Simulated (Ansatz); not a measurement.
**Geometry relaxation of B₈P₉ (charge +2) (part 2 of 2)**

The same run, continued: B₈P₉ (defect cell, 17 atoms in the cell, total charge +2); DFT, PBE, plane waves, PAW, spin-polarised (Ansatz 0.2.0); cutoff 420 eV, 4×4×4 k-mesh, Gaussian smearing of 0.01 eV, collinear spins. The structure derives from a Materials Project entry. The settings are looser than a standard set-up, so the numbers are not reference values.

Geometry of the input (Å; fractional positions):
```
0.0000  4.5482  -4.5482
4.5482  4.5482  0.0000
4.5482  0.0000  -4.5482
B  0.4948  0.4948  0.0052
B  0.4948  0.0052  0.0052
B  1.0052  0.4948  0.0052
B  1.0000  0.0000  -0.0000
B  0.5000  0.5000  0.5000
B  0.4948  0.0052  0.4948
B  1.0052  0.4948  0.4948
B  1.0052  0.0052  0.4948
P  0.3759  0.3759  0.3759
P  0.3759  0.8724  0.3759
P  0.8724  0.3759  0.3759
P  0.8840  0.8840  0.3481
P  0.3759  0.3759  0.8724
P  0.3481  0.8840  0.8840
P  0.8840  0.3481  0.8840
P  0.8840  0.8840  0.8840
P  0.7500  0.7500  0.7500
```

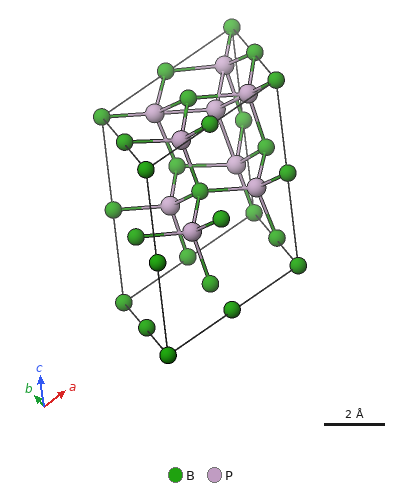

*The geometry at step 2 of the log (ball-and-stick view of the cell of the calculation, seen slightly off an axis).*

**What the program printed, continued**
```
SCF iter   1: F=—  HF=-8066.648854 eV  |F-HF|=—  |Δ(HF+E_count)|=         —  Δρ=2.28e-4 (↑2.21e-4 ↓2.28e-4)  dr2=5.61e-4  dr2_m=7.94e-8  M=0.250 μB ∫|m|=0.253 μB  β_m=0.30  ethr=5.25e-6  ⟨swp⟩=3.1  Hψ=1872  notcnv=0  defer=174
preconditioner: auto → Resta (q_TF=auto, 2.297 Å⁻¹)  ε∞=5.2  [insulator: Δε(μ)=0.024 eV  Ē_g=10.804 eV  σ=0.010 eV  W_gap=0.88  n_scr=50 (ndim 8)  ℏωp=22.2 eV  f_vac=0.000  D(μ)=2.09/eV (n_scr^D=14)  ε∞_Penn≈5.2]
spin=Collinear: Resta preconditioning applied to the charge; magnetization (m = ρ↑ − ρ↓) channel mixes plain (no charge-response kernel on spin).
SCF iter   2: F=—  HF=-8066.648754 eV  |F-HF|=—  |Δ(HF+E_count)|=   1.00e-4  Δρ=1.43e-4 (↑1.38e-4 ↓1.43e-4)  dr2=1.77e-4  dr2_m=4.14e-8  M=0.250 μB ∫|m|=0.253 μB  β_m=0.50  ethr=8.38e-7  ⟨swp⟩=1.9  Hψ=982  notcnv=0  defer=174
SCF iter   3: F=—  HF=-8066.648712 eV  |F-HF|=—  |Δ(HF+E_count)|=   4.18e-5  Δρ=3.14e-5 (↑3.01e-5 ↓3.14e-5)  dr2=7.30e-6  dr2_m=6.08e-9  M=0.250 μB ∫|m|=0.253 μB  β_m=0.75  ethr=2.64e-7  ⟨swp⟩=2.0  Hψ=1073  notcnv=0  defer=174
SCF iter   4: F=—  HF=-8066.648773 eV  |F-HF|=—  |Δ(HF+E_count)|=   6.02e-5  Δρ=5.83e-6 (↑5.72e-6 ↓5.83e-6)  dr2=4.38e-7  dr2_m=2.07e-10  M=0.250 μB ∫|m|=0.253 μB  β_m=0.76  ethr=1.09e-8  ⟨swp⟩=2.6  Hψ=1114  notcnv=0  defer=174
SCF iter   5: F=-8066.648773 eV  HF=-8066.648773 eV  |F-HF|=9.44e-9  |Δ(HF+E_count)|=   4.33e-8  Δρ=1.82e-6 (↑1.82e-6 ↓1.80e-6)  dr2=2.36e-8  dr2_m=3.58e-11  M=0.250 μB ∫|m|=0.253 μB  ethr=1.49e-10  ⟨swp⟩=11.3  Hψ=4289  notcnv=0
SCF 3 converged in 5 iterations: F = -8066.648773 eV  dr2 = 2.36e-8
relax step   3: F+E_penalty+E_count = -8066.64877260 eV  Δ(F+E_penalty+E_count) = -1.042e-3 eV  max|allowed force component| = 4.200e-3 eV/Å  Δτ_max = 0.0030 Å  (5 SCF iters, accepted)
SCF converged after 5 iterations
Magnetization: 0.2500 μB (33.6250 up, 33.3750 down)
Absolute magnetization: 0.2534 μB (∫|ρ↑−ρ↓|, with the PAW one-centre terms)
Spin contamination: 0.0001 ħ² per cell (⟨S²⟩ above its minimum at these occupations)
Per-site moments (μB) at R_I (Å): [(0.0026853190712737207, 0.8036702406305487), (0.002685319071273745, 0.8036702406305489), (0.0026853190712737307, 0.8036702406305481), (0.002413519488451717, 0.756871567750014), (-0.000619980952036794, 0.8029886156483929), (0.002685319071273738, 0.8036702406305485), (0.002685319071273722, 0.8036702406305483), (0.0026853190712737233, 0.8036702406305481), (0.0024140765595939803, 0.8029886156483929), (0.0024140765595939808, 0.8029886156483933), (0.002414076559593979, 0.8029886156483932), (0.00821643467582798, 0.756871567750014), (0.002414076559593972, 0.8029886156483929), (0.008216434675827985, 0.7568715677500144), (0.008216434675827958, 0.756871567750014), (0.008216434675828005, 0.7568715677500157), (0.01440122010217169, 0.8679042666631672)]
Free energy (F): -8066.648773 eV
Harris-Foulkes:  -8066.648773 eV  (|F-HF|=9.44e-9)
Internal energy: -8066.648657 eV  (E = F + TS)
E sigma→0 (E₀):  -8066.648715 eV
Entropy (-TS):   -0.000116 eV (-0.007 meV/atom)
Fermi energy:    11.066197 eV
--- Per-component energies (eV) ---
  E_band       = 226.215320
  E_kinetic    = 1033.817777
  E_local      = -627.187244  (includes V_loc(G=0)·N_el)
  E_nonlocal   = 457.114923
  E_hartree    = 150.965773
  E_xc         = -1178.018172
  E_vxc        = -864.394117  (∫ρ·V_xc dr)
  E_paw        = -5381.927447  (= ΣΔE_a)
  E_vpaw       = -75.067340  (= ΣTr[D̂ρ^β])
  E_aug_tail   = 0.000092  (compensation charges beyond the density's cutoff)
  E_ewald      = -2521.414360
  E_smearing   = -0.000116  (= −TS)
  E_closure    = 0.000000  (closes the sum)
  E_deformation_potential = 34.830105  (in the stress; not in F)
  Σ components = -8066.648773   (vs F -8066.648773, Δ=0.00e0)
--- Forces (eV/Å), atoms counted from 1 ---
  atom   1  B     -0.00000000    -0.00398977    -0.00000000
  atom   2  B      0.00398977    -0.00000000    -0.00000000
  atom   3  B     -0.00000000    -0.00000000    -0.00398977
  atom   4  B      0.00000000     0.00000000    -0.00000000
  atom   5  B     -0.00000000    -0.00000000     0.00000000
  atom   6  B     -0.00000000    -0.00000000     0.00398977
  atom   7  B     -0.00398977    -0.00000000     0.00000000
  atom   8  B     -0.00000000     0.00398977     0.00000000
  atom   9  P     -0.00342930    -0.00342930     0.00342930
  atom  10  P      0.00342930     0.00342930     0.00342930
  atom  11  P     -0.00342930     0.00342930    -0.00342930
  atom  12  P      0.00419953    -0.00419953    -0.00419953
  atom  13  P      0.00342930    -0.00342930    -0.00342930
  atom  14  P     -0.00419953     0.00419953    -0.00419953
  atom  15  P      0.00419953     0.00419953     0.00419953
  atom  16  P     -0.00419953    -0.00419953     0.00419953
  atom  17  P     -0.00000000    -0.00000000    -0.00000000
  max |Σ_I F_I| component: 1.11e-15 eV/Å
--- Band table (eV; the first three rows and the last of 16) ---
  k-point 0 ↑: bands = ["-6.8527", "-3.2467", "-2.7572", "-2.7572", "-2.7572", "-1.8885", "-0.7224", "-0.7224", "-0.7224", "0.7255", "0.7255", "0.7255", "1.4941", "1.4941", "1.6499", "4.5828", "4.5828", "4.5828", "6.1078", "6.1078", "6.1078", "7.1980", "7.8370", "7.8370", "7.8370", "8.0871", "8.0871", "8.4347", "8.4347", "8.4347", "9.6659", "9.6659", "9.6659", "10.7282", "10.7282", "10.7282", "11.0743", "11.0743", "11.5952", "11.5952", "11.5952", "13.3396", "13.5518", "13.5518", "13.5518", "14.1021", "14.1021", "14.1021", "14.2436", "14.2436", "14.9540", "14.9540"]
  k-point 1 ↑: bands = ["-6.6898", "-4.0003", "-2.8015", "-2.7484", "-2.7484", "-1.5902", "-1.1014", "-1.1014", "-0.7403", "1.1254", "1.1254", "1.7704", "2.1974", "2.1974", "2.2968", "3.6119", "4.3414", "4.3414", "5.6358", "5.6358", "6.3483", "6.5788", "7.0048", "7.0048", "7.4231", "7.4231", "7.7707", "7.9312", "8.3002", "8.3002", "8.3506", "9.3849", "9.3849", "10.9824", "11.0510", "11.0510", "12.0705", "12.0705", "12.1082", "12.6837", "12.6837", "13.6220", "13.6319", "13.6319", "13.9673", "14.4274", "14.4274", "15.0441", "15.1168", "15.1168", "15.4813", "15.4813"]
  k-point 2 ↑: bands = ["-6.4722", "-4.5737", "-2.8864", "-2.7304", "-2.7304", "-1.7287", "-1.3913", "-1.3913", "-0.0368", "1.7412", "1.8819", "1.8819", "2.4137", "2.4137", "3.1897", "4.4028", "4.4028", "4.6510", "5.1023", "5.2669", "5.2669", "5.6157", "5.9843", "5.9843", "6.7984", "6.7984", "6.9891", "7.0641", "8.5863", "8.5863", "8.7674", "8.8774", "8.8774", "10.8409", "11.4578", "11.4578", "12.6628", "12.6628", "12.9103", "12.9103", "13.6880", "13.8860", "14.0086", "14.9492", "14.9492", "15.2583", "15.2583", "15.4819", "16.4035", "16.4035", "16.4876", "16.4876"]
  k-point 7 ↓: bands = ["-6.3051", "-4.3971", "-3.5886", "-3.5534", "-1.9124", "-1.8269", "-1.3377", "-1.1282", "0.6548", "1.3449", "2.2626", "2.4720", "2.6610", "2.8523", "3.9557", "4.0587", "4.3086", "4.6733", "4.9145", "4.9973", "5.1040", "5.5974", "5.7466", "5.9843", "6.2672", "6.4613", "6.4747", "6.4839", "7.5101", "7.7753", "8.0612", "8.2342", "10.1577", "11.8438", "12.2639", "12.3630", "13.1031", "13.2803", "13.4261", "13.8054", "14.2164", "14.8454", "14.9683", "15.1602", "15.2443", "15.6906", "15.7908", "15.8567", "16.1280", "16.1924", "16.2070", "16.2659"]
--- Relaxed structure (3 steps of the walk, 3 accepted, 0 SCFs on fresh bases) ---
  F+E_penalty+E_count = -8066.64877260 eV   max|allowed force component| = 4.200e-3 eV/Å
  atoms:
    - { symbol: B, position: [0.4943320679747334, 0.4943320679747334, 0.005667932025266553] }
    - { symbol: B, position: [0.49433206797473345, 0.00566793202526647, 0.005667932025266498] }
    - { symbol: B, position: [1.0056679320252666, 0.4943320679747335, 0.005667932025266498] }
    - { symbol: B, position: [0.9999999999999999, 0.0, 0.0] }
    - { symbol: B, position: [0.4999999999999999, 0.5, 0.5] }
    - { symbol: B, position: [0.4943320679747334, 0.005667932025266553, 0.4943320679747334] }
    - { symbol: B, position: [1.0056679320252666, 0.4943320679747334, 0.4943320679747334] }
    - { symbol: B, position: [1.0056679320252666, 0.005667932025266498, 0.4943320679747335] }
    - { symbol: P, position: [0.3764462459003756, 0.3764462459003757, 0.37644624590037573] }
    - { symbol: P, position: [0.37644624590037556, 0.870661262298873, 0.3764462459003758] }
    - { symbol: P, position: [0.8706612622988728, 0.3764462459003758, 0.37644624590037573] }
    - { symbol: P, position: [0.8835421552131569, 0.8835421552131568, 0.34937353436052854] }
    - { symbol: P, position: [0.37644624590037556, 0.3764462459003758, 0.8706612622988729] }
    - { symbol: P, position: [0.34937353436052854, 0.8835421552131568, 0.8835421552131569] }
    - { symbol: P, position: [0.8835421552131569, 0.34937353436052854, 0.8835421552131569] }
    - { symbol: P, position: [0.8835421552131569, 0.8835421552131569, 0.8835421552131569] }
    - { symbol: P, position: [0.7499999999999998, 0.7500000000000001, 0.75] }
```

**Trajectory as extended XYZ (Å, eV, eV/Å), 3 frames, from step=1 to step=3**
```
17
Lattice="0.0000 4.5482 -4.5482 4.5482 4.5482 0.0000 4.5482 0.0000 -4.5482" Properties=species:S:1:pos:R:3:forces:R:3 step=1 energy=-8066.63933
B     2.2741    4.5012   -2.2741    0.0000  -0.0618   0.0000
B     0.0470    2.2741   -2.2741    0.0618   0.0000   0.0000
B     2.2741    6.8223   -4.5952    0.0000   0.0000  -0.0618
B     0.0000    4.5482   -4.5482    0.0000   0.0000   0.0000
B     4.5482    4.5482   -4.5482    0.0000   0.0000   0.0000
B     2.2741    2.2741   -4.5012    0.0000   0.0000   0.0618
B     4.5012    6.8223   -6.8223   -0.0618   0.0000   0.0000
B     2.2741    4.5952   -6.8223    0.0000   0.0618   0.0000
P     3.4191    3.4191   -3.4191    0.1565   0.1565  -0.1565
P     5.6773    5.6773   -3.4191   -0.1565  -0.1565  -0.1565
P     3.4191    5.6773   -5.6773    0.1565  -0.1565   0.1565
P     5.6036    8.0410   -5.6036    0.1538  -0.1538  -0.1538
P     5.6773    3.4191   -5.6773   -0.1565   0.1565   0.1565
P     8.0410    5.6036   -5.6036   -0.1538   0.1538  -0.1538
P     5.6036    5.6036   -8.0410    0.1538   0.1538   0.1538
P     8.0410    8.0410   -8.0410   -0.1538  -0.1538   0.1538
P     6.8223    6.8223   -6.8223    0.0000   0.0000   0.0000
17
Lattice="0.0000 4.5482 -4.5482 4.5482 4.5482 0.0000 4.5482 0.0000 -4.5482" Properties=species:S:1:pos:R:3:forces:R:3 step=2 energy=-8066.64773
B     2.2741    4.4981   -2.2741    0.0000  -0.0194   0.0000
B     0.0501    2.2741   -2.2741    0.0194   0.0000   0.0000
B     2.2741    6.8223   -4.5983    0.0000   0.0000  -0.0194
B     0.0000    4.5482   -4.5482    0.0000   0.0000   0.0000
B     4.5482    4.5482   -4.5482    0.0000   0.0000   0.0000
B     2.2741    2.2741   -4.4981    0.0000   0.0000   0.0194
B     4.4981    6.8223   -6.8223   -0.0194   0.0000   0.0000
B     2.2741    4.5983   -6.8223    0.0000   0.0194   0.0000
P     3.4232    3.4232   -3.4232    0.0299   0.0299  -0.0299
P     5.6732    5.6732   -3.4232   -0.0299  -0.0299  -0.0299
P     3.4232    5.6732   -5.6732    0.0299  -0.0299   0.0299
P     5.6058    8.0388   -5.6058    0.0701  -0.0701  -0.0701
P     5.6732    3.4232   -5.6732   -0.0299   0.0299   0.0299
P     8.0388    5.6058   -5.6058   -0.0701   0.0701  -0.0701
P     5.6058    5.6058   -8.0388    0.0701   0.0701   0.0701
P     8.0388    8.0388   -8.0388   -0.0701  -0.0701   0.0701
P     6.8223    6.8223   -6.8223    0.0000   0.0000   0.0000
17
Lattice="0.0000 4.5482 -4.5482 4.5482 4.5482 0.0000 4.5482 0.0000 -4.5482" Properties=species:S:1:pos:R:3:forces:R:3 step=3 energy=-8066.64877
B     2.2741    4.4966   -2.2741    0.0000  -0.0040   0.0000
B     0.0516    2.2741   -2.2741    0.0040   0.0000   0.0000
B     2.2741    6.8223   -4.5998    0.0000   0.0000  -0.0040
B     0.0000    4.5482   -4.5482    0.0000   0.0000   0.0000
B     4.5482    4.5482   -4.5482    0.0000   0.0000   0.0000
B     2.2741    2.2741   -4.4966    0.0000   0.0000   0.0040
B     4.4966    6.8223   -6.8223   -0.0040   0.0000   0.0000
B     2.2741    4.5998   -6.8223    0.0000   0.0040   0.0000
P     3.4243    3.4243   -3.4243   -0.0034  -0.0034   0.0034
P     5.6721    5.6721   -3.4243    0.0034   0.0034   0.0034
P     3.4243    5.6721   -5.6721   -0.0034   0.0034  -0.0034
P     5.6075    8.0370   -5.6075    0.0042  -0.0042  -0.0042
P     5.6721    3.4243   -5.6721    0.0034  -0.0034  -0.0034
P     8.0370    5.6075   -5.6075   -0.0042   0.0042  -0.0042
P     5.6075    5.6075   -8.0370    0.0042   0.0042   0.0042
P     8.0370    8.0370   -8.0370   -0.0042  -0.0042   0.0042
P     6.8223    6.8223   -6.8223    0.0000   0.0000   0.0000
```

**Key numbers**

```tsv
quantity	value
outcome	converged
electrons treated	67
free energy	−8066.6488 eV
Fermi energy	11.066 eV
gap on the k-point mesh	none (metallic)
net moment of the cell	0.25 μB
integrated absolute moment	0.25 μB
final volume	188.17 Å³
largest force (length of the vector) at the end	0.007 eV/Å
hardware	4 threads of Intel Xeon (Granite Rapids), 16 GiB of memory available, shared host
wall time	5.3 s (CPU time 20 s)
peak memory	0.66 GiB
```

**Remarks**

Settings chosen away from the usual ones: hamiltonian.pseudopotentials set to {"kind": "paw", "source": "ansatz"}. These settings are looser than, or depart from, a standard set-up, so the numbers are not reference values for this system. The program warns: the cutoff is below the recommended one.
